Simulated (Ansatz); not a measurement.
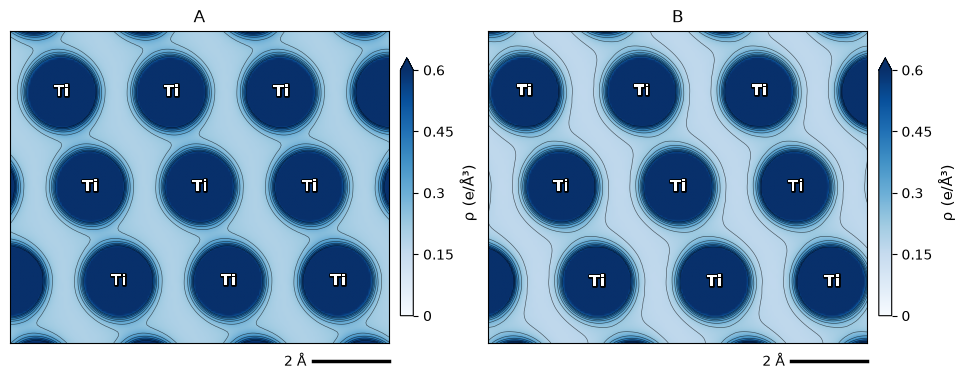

Ti. The valence charge density (pseudo) of two cells that differ in size and shape, on the (010) plane of each (indices in the axes of the calculation cell), at one length scale and on one colour scale: B has 17.9 Å³ an atom and A 15.4.

Level of theory: Ansatz 0.2.0, DFT PBE, scalar-relativistic, plane waves, PAW.

Question: What changes from the larger cell to the smaller?

Answer: From the larger cell to the smaller, Ti–Ti goes from 2.67 to 2.59 Å, and the density at its midpoint from 0.23 to 0.26 e/Å³; the pressure goes from −3.9 to 14 GPa.

PAW datasets: the set soft_1.
